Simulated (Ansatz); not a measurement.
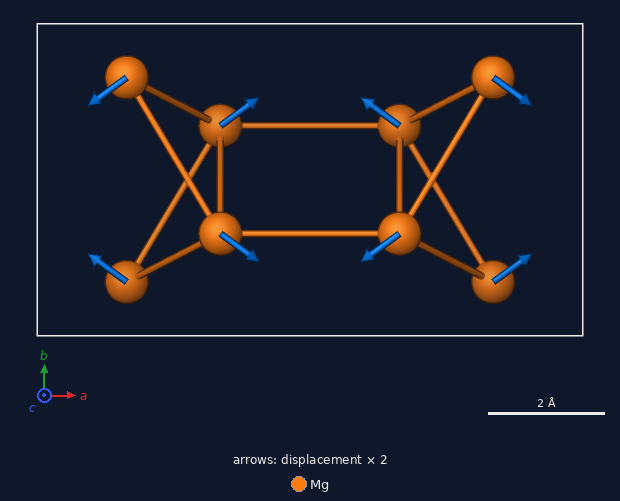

A relaxation of solid Mg (set up in Cmcm). The starting structure is drawn; blue arrows show the displacements (the part carried along by the change of the cell is left out), 2 times their true length.

The picture is a ball-and-stick view of the conventional cell (2 times the calculation's cell), seen along the c axis. Lengths and directions refer to the drawn axes.

Case: 2 of 2 Li taken out, relaxed.

Level of theory: Ansatz, DFT PBE, scalar-relativistic, plane waves, PAW.

Input file:
```yaml
crystal:
  lattice:
    - [4.7365374001, -2.7114672647, 0.0]
    - [4.7365374001, 2.7114672647, 0.0]
    - [0.0, 0.0, 5.0552175331]
  atoms:
    - { symbol: Mg, position: [0.3368310954, 0.9915813749, 0.75] }
    - { symbol: Mg, position: [0.0084186251, 0.6631689046, 0.75] }
    - { symbol: Mg, position: [0.9915813749, 0.3368310954, 0.25] }
    - { symbol: Mg, position: [0.6631689046, 0.0084186251, 0.25] }
basis:
  ecutwfc: 420
kpoints:
  mp_grid: { grid: [8, 8, 8] }
hamiltonian:
  xc: pbe
scf:
  occupations: { method: gaussian, width: 0.1 }
output:
  forces: true
  stress: true
  eigenvalues: true
relax:
  adjacent_minimum: "off"
  f_tol: 0.02
  max_steps: 60
  cell: { stress_tol: 0.1 }
```

Launched with:
```bash
ansatz run input.yaml --threads 2 --pin off --max-ram 5120MiB --backend cpu --events-out ev --progress --plain --runs-dir out
```

**What did the optimiser do to the structure, and how much energy did it gain?**

Over 19 accepted moves (21 points after the start) the energy falls by 1.008 eV per cell of the calculation. Largest force component: 0.066 eV/Å at the start, 0.00012 eV/Å at the end. The pressure goes from −1.24 to 0.00 GPa. At 2 points the geometry stayed and the basis and grid were re-selected for the new cell (energy shift of 6.7 meV per cell of the calculation at most each time). The largest moves relative to the cell, 0.43 Å, are those of Mg1, Mg2, Mg3 and Mg4. Mg2 goes along [1 −3 0]. The volume changes by −24.5 %, with a 9.473 → 11.478 Å (+21.2 %), b 5.423 → 3.245 Å (−40.2 %), c 5.055 → 5.263 Å (+4.1 %). Some distances before and after: Mg1–Mg1 5.423 → 3.245 Å, Mg1–Mg3 4.358 → 3.091 Å, Mg1–Mg4 3.120 → 3.740 Å, Mg1–Mg3 (another image) 3.146 → 3.092 Å. Among the angles between lasting bonds that change: Mg2–Mg1–Mg2 118.1° → 62.8°, Mg2–Mg1–Mg2 120.9° → 148.6°, Mg2–Mg1–Mg3 120.7° → 105.9°. The space group (tolerance 0.01 Å) goes from Cmcm (No. 63) to Fmmm (No. 69).
